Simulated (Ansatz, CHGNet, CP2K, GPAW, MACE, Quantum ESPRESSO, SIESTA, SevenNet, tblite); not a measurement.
# GPAW on generalised stacking fault on (111) (shuffle set) of a GaAs-GaSb solid solution (48 atoms): settings against a plane-wave reference, part 2 of 2

How do the settings of GPAW change the result for generalised stacking fault on (111) (shuffle set) of a GaAs-GaSb solid solution (48 atoms)? A plane-wave run serves as the yardstick.

Program: GPAW 26.7.0; the method stands at each step. Banners, paths, timers and routine set-up lines are dropped from the logs unmarked, and long logs keep their key lines alone; longer cuts are marked.

So far. Step 3 (PBE, plane waves 550 eV): The run ends at a pressure of 5.15 GPa, with forces up to 2.4 eV/Å. Step 4 (PBE, LCAO dzp, h 0.15 Å): Against the first run (6.3 %), the force difference from the reference is 6.3 %, at 2.2 times the CPU time: the change moves forces by 5.2 meV/Å r.m.s., so most of the difference comes from elsewhere.

### 5. revPBE, LCAO dzp, h 0.2 Å

Method: Kohn-Sham DFT, revPBE, PAW, atomic orbitals (dzp).

The input, run.py:

```python
import numpy as np
from ase.io import read
from gpaw import GPAW, FermiDirac

atoms = read("structure.xyz")
atoms.calc = GPAW(
    mode="lcao",
    basis="dzp",
    h=0.2,
    xc="revPBE",
    kpts={"size": (1, 1, 1), "gamma": True},
    occupations=FermiDirac(0.05),
    maxiter=200,
    symmetry={"point_group": False},
    txt="gpaw.txt",
)
energy = atoms.get_potential_energy(force_consistent=True)
forces = atoms.get_forces()
print(f"energy {energy:.6f} eV")
print("forces (eV/A)")
for i, (a, f) in enumerate(zip(atoms, forces)):
    print(f"{i:4d} {a.symbol:2s} {f[0]:10.5f} {f[1]:10.5f} {f[2]:10.5f}")
print(f"Fermi level {atoms.calc.get_fermi_level():.4f} eV")
for k in range(len(atoms.calc.get_ibz_k_points())):
    for s in range(atoms.calc.get_number_of_spins()):
        e = atoms.calc.get_eigenvalues(kpt=k, spin=s)
        n = np.searchsorted(e, atoms.calc.get_fermi_level())
        print(f"k {k} spin {s} levels about the Fermi level:", np.round(e[max(n - 6, 0):n], 4).tolist(), "|", np.round(e[n:n + 6], 4).tolist())
```

The input, structure.xyz:

```xyz
48
Lattice="8.26650 0.00000 0.00000 0.00000 7.15900 0.00000 3.09994 0.00000 20.24871" Properties=species:S:1:pos:R:3 pbc="T T T"
[... 48 atom lines left out: the same atoms as in the first run ...]
```

On the command line:

```console
$ OMP_NUM_THREADS=1 python run.py > output.txt
```

What it wrote:

```text
energy -151.580216 eV
forces (eV/A)
   0 Ga    0.35031    0.46261    1.30445
   1 Sb    0.65400    0.13019   -1.44855
   2 Ga   -0.81039    0.74745    1.22259
   3 As    0.12960    0.47417   -0.35854
   4 Ga   -1.84455   -0.16802    0.73513
   5 As    0.64536    0.56742   -0.68246
   6 Ga    0.95821   -0.73068    0.54295
   7 As   -0.00476   -0.24680   -0.07429
   8 Ga   -0.31088   -0.75398    1.21880
   9 As    0.50324    0.40206   -0.71610
  10 Ga   -0.97358   -1.22786    0.86293
  11 As   -0.26411    0.13482   -0.42700
  12 Ga   -0.08095   -0.06147   -0.05946
  13 As   -0.38002    0.81427    0.17171
  14 Ga   -0.06718   -0.47734   -1.26805
  15 Sb    0.16481    1.06233    0.09535
  16 Ga   -0.55016   -0.27075   -0.48477
  17 Sb   -0.13993    0.93404    0.01418
  18 Ga   -1.64128   -0.32098   -0.24850
  19 Sb   -0.33434    0.20572    0.07104
  20 Ga   -0.85820   -1.42851    1.44700
  21 Sb    0.57768   -0.00392   -1.09518
  22 Ga    0.87289    0.16880    1.33769
  23 As    0.76534    0.20335   -0.18817
[...]
40 Ga    1.45399    0.33500   -0.74482
  41 Sb    0.43967    0.26439   -0.01319
  42 Ga    1.19051    0.69514    0.90394
  43 As    0.47439    0.44120    0.18044
  44 Ga    1.03941   -0.83284    0.22611
  45 As    0.30898    0.04041   -0.08376
  46 Ga   -0.16564   -0.27301   -0.90763
  47 Sb   -0.25912    0.91737   -0.43464
Fermi level 5.3471 eV
k 0 spin 0 levels about the Fermi level: [4.7072, 4.7291, 4.8103, 4.9829, 5.1205, 5.2785] | [5.4129, 5.659, 5.8996, 6.0444, 6.1683, 6.3017]
```

gpaw.txt:

```text
Input parameters:
  mode=LCAO(),
  basis={'default': 'dzp'},
  h=0.2,
  kpts=MonkhorstPack(size=(1, 1, 1), gamma=True),
  maxiter=200,
  occupations=Occupations(name='fermi-dirac', width=0.05, fixmagmom=False),
  symmetry=Symmetry(point_group=False),
  xc=XC(name='revPBE')
Unit cell  # Å
| periodic |        x |        y |         z |   lengths |    angles |
[... lines left out ...]
  Fermi-Dirac:
[... lines left out ...]
convergence criteria:
- Maximum [total energy] change in last 3 cyles: 0.0005 eV / valence electron
[... lines left out ...]
Converged in 17 steps
[... lines left out ...]
  Free energy:    -151.580216
  Extrapolated:   -151.525266
dipole moment: (53.059771, -52.903536, -1.421200)  # |e|*Ang
Fermi level: 5.347
Eigenvalues  # (at kpt = [0.000, 0.000, 0.000])
| band index |      eig [eV] | occ [0-2] |
|------------|---------------|-----------|
|          0 |       -23.836 |     2.000 |
|        ... |               |           |
|        138 |         4.319 |     2.000 |
|        139 |         4.517 |     2.000 |
[...]
|        153 |         6.426 |     0.000 |
|        ... |               |           |
|        179 |         9.119 |     0.000 |
Gap: 0.134 eV
Transition (v -> c):
  (s=0, k=0, n=145, [0.00, 0.00, 0.00]) -> (s=0, k=0, n=146, [0.00, 0.00, 0.00])
No difference between direct/indirect transitions
Force computation time: 20.986  # s
timing:  # [seconds]
  Total:  189.889  # ━━━━━━━━━━━━━━━━━━━━━━━━━━━━━━━━━━━━━━━━━━━━━━━━━━━━━━━━
  Init:     8.495  # ━━╸
  SCF:    160.385  # ━━━━━━━━━━━━━━━━━━━━━━━━━━━━━━━━━━━━━━━━━━━━━━━╸
  Forces:  20.986  # ━━━━━━
```

The job ended after 3.2 min (1 thread of Arm Neoverse V1, shared host; peak memory 1.3 GiB).

Compared with the plane-wave run:

```yaml
r_m_s_force_component: 0.7104 eV/Å
r_m_s_difference_of_force_components: 57.04 meV/Å
longest_difference_of_force_vectors: 182.6 meV/Å
force_difference_over_r_m_s_force: 8.545 %
slope_of_forces_against_the_reference_s: 1.063
correlation_of_force_components: 0.9985
```

Against the first run (6.3 %), the force difference from the reference is 8.5 %, at 0.98 times the CPU time; the model has changed, so this is no error of the program alone.

### 6. PBE, LCAO dzp, h 0.2 Å, other mixer settings

Method: Kohn-Sham DFT, PBE, PAW, atomic orbitals (dzp).

Edit run.py of step 5 so:

```diff
@@ -2,3 +2,3 @@
 from ase.io import read
-from gpaw import GPAW, FermiDirac
+from gpaw import GPAW, FermiDirac, Mixer
 
@@ -9,5 +9,6 @@
     h=0.2,
-    xc="revPBE",
+    xc="PBE",
     kpts={"size": (1, 1, 1), "gamma": True},
     occupations=FermiDirac(0.05),
+    mixer=Mixer(0.03, 7, 100),
     maxiter=200,
```

structure.xyz is that of step 5.

What it wrote:

```text
energy -165.829395 eV
forces (eV/A)
   0 Ga    0.36079    0.44864    1.28407
   1 Sb    0.62550    0.14785   -1.41722
   2 Ga   -0.77916    0.72550    1.19081
   3 As    0.11921    0.47990   -0.32622
   4 Ga   -1.80657   -0.18005    0.70818
   5 As    0.62010    0.57163   -0.66611
[...]
45 As    0.27733    0.05143   -0.05234
  46 Ga   -0.15433   -0.27338   -0.94498
  47 Sb   -0.27993    0.91266   -0.38017
Fermi level 5.2243 eV
k 0 spin 0 levels about the Fermi level: [4.6256, 4.6412, 4.7306, 4.9032, 5.0367, 5.1791] | [5.2642, 5.5147, 5.7509, 5.8972, 6.0205, 6.1671]
```

gpaw.txt:

```text
Input parameters:
  mode=LCAO(),
  basis={'default': 'dzp'},
  h=0.2,
  kpts=MonkhorstPack(size=(1, 1, 1), gamma=True),
  maxiter=200,
[... lines left out ...]
  occupations=Occupations(name='fermi-dirac', width=0.05, fixmagmom=False),
[... lines left out ...]
  Fermi-Dirac:
[... lines left out ...]
convergence criteria:
- Maximum [total energy] change in last 3 cyles: 0.0005 eV / valence electron
[... lines left out ...]
Converged in 19 steps
[... lines left out ...]
  Free energy:    -165.829395
[... lines left out ...]
Fermi level: 5.224
[... lines left out ...]
|        ... |               |           |
|        179 |         8.998 |     0.000 |
Gap: 0.085 eV
Transition (v -> c):
  (s=0, k=0, n=145, [0.00, 0.00, 0.00]) -> (s=0, k=0, n=146, [0.00, 0.00, 0.00])
No difference between direct/indirect transitions
Force computation time: 21.920  # s
timing:  # [seconds]
  Total:  211.159  # ━━━━━━━━━━━━━━━━━━━━━━━━━━━━━━━━━━━━━━━━━━━━━━━━━━━━━━━━
  Init:     8.610  # ━━╸
  SCF:    180.599  # ━━━━━━━━━━━━━━━━━━━━━━━━━━━━━━━━━━━━━━━━━━━━━━━━
  Forces:  21.920  # ━━━━━━
```

The job ended after 3.5 min (1 thread; peak memory 1.2 GiB).

Against the reference:

```yaml
r_m_s_force_component: 0.7005 eV/Å
r_m_s_difference_of_force_components: 42.38 meV/Å
longest_difference_of_force_vectors: 139.9 meV/Å
force_difference_over_r_m_s_force: 6.348 %
slope_of_forces_against_the_reference_s: 1.049
correlation_of_force_components: 0.9992
energy_less_the_same_level_run_s: 0.0001 meV/atom
r_m_s_force_difference_from_the_same_level_run: 1.962 meV/Å
```

Against the first run (6.3 %), the force difference from the reference is 6.3 %, at 1.1 times the CPU time: another solver or mixer reaches the same state.

### 7. The ladder

Differences are against the plane-wave reference, forces as r.m.s. over components; share is that over the reference's r.m.s. force, slope the least-squares factor from reference forces to these. Total energies of different programs have different zeros and aren't compared.

```
                                              run  Δ force, r.m.s. (meV/Å)  share (%)  slope  Δ pressure (GPa)  cores  CPU time  memory (GiB)
                                        reference                        -          -      -                 -      8      84 s           1.7
                      GPAW PBE, LCAO dzp, h 0.2 Å                     42.4       6.34  1.048                 -      1   3.2 min           1.3
                     GPAW PBE, plane waves 550 eV                     24.6       3.68  1.005             0.225      2   7.2 min           1.4
                     GPAW PBE, LCAO dzp, h 0.15 Å                     41.8       6.27  1.048                 -      1   7.1 min           2.9
                   GPAW revPBE, LCAO dzp, h 0.2 Å                     57.0       8.55  1.063                 -      1   3.2 min           1.3
GPAW PBE, LCAO dzp, h 0.2 Å, other mixer settings                     42.4       6.35  1.049                 -      1   3.5 min           1.2
```

CPU time is summed over cores on a shared host, where runs went side by side, so it is rough. Symmetry, cutoffs, thresholds, outputs and thread counts weren't matched or tuned between programs; memory under MPI is the largest rank's times the ranks.

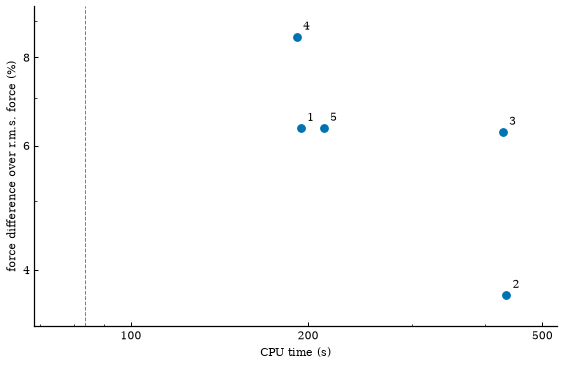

Force difference against CPU time; the dashed line marks the reference's time. Points: 1 GPAW PBE, LCAO dzp, h 0.2 Å; 2 GPAW PBE, plane waves 550 eV; 3 GPAW PBE, LCAO dzp, h 0.15 Å; 4 GPAW revPBE, LCAO dzp, h 0.2 Å; 5 GPAW PBE, LCAO dzp, h 0.2 Å, other mixer settings.

Within one program, basis, potentials and functional, energies share a zero. Each run against its twin at the usual cutoff or grid and solver:

```csv
run,twin,Δ energy (meV/atom),"Δ force, r.m.s. (meV/Å)",CPU time over the twin's
"GPAW PBE, LCAO dzp, h 0.15 Å","LCAO dzp, h 0.2 Å",-8.04,5.16,2.2
"GPAW PBE, LCAO dzp, h 0.2 Å, other mixer settings","LCAO dzp, h 0.2 Å",1.0e-4,1.96,1.1
```

### 8. Results

| Property | Result |
| --- | --- |
| nearest in forces | GPAW PBE, plane waves 550 eV, 3.7 % |
| its CPU time | 7.2 min |

**Reading.** PBE on plane waves or a grid with other potentials, cutoffs or grids differs from the reference by 3.7 % (GPAW PBE, plane waves 550 eV) of the r.m.s. force; this holds the reference's own error, so differences of a few per cent don't tell which side is nearer the exact PBE result. The PBE runs in local orbitals differ by 6.3 % in each run; basis, grid and potentials can all enter. Rows with another functional or a dispersion term differ by 8.5 % (GPAW revPBE, LCAO dzp, h 0.2 Å), which mixes the change of model with differences of basis and potentials. None of the electronic-structure runs in the table takes under half the reference's CPU time of 84 s; they take 2.3 to 5.2 times as much. The potentials hold different valence shells: 672 electrons in the reference, 292 in GPAW; this bears on time and differences. GPAW's setups keep the filled d shell of Ga in the core. GPAW's Ga setup keeps the 3d shell in the core. The reference's stress is far from hydrostatic: its diagonal is 11.1, 1.3, 2.4 GPa, compression counted positive. The host structure and its lattice constant were typed by rule, without a check against the phase diagram. The reference's pressure of 4.9 GPa belongs to a cell and atoms that aren't relaxed at this level. The electronic-structure runs sample only Γ, in a cell whose shortest periodic width is 7 Å, which is coarse for a cell with partly filled levels. Spin–orbit coupling is left out, which matters for the levels of the heavy elements.

[Also dropped from logs without a mark: logging warnings of Python, and SIESTA's first energy breakdown and zero terms.]

[Logs are printed without paths, hosts, clocks, repeated set-up lines and the standing remarks that a program may print on its own settings, such as how far it seeks lower states.]

[Hosts, paths, dates, database ids (printed as entryN), source tags and the programs' standing remarks are cut or masked in the printed files.]
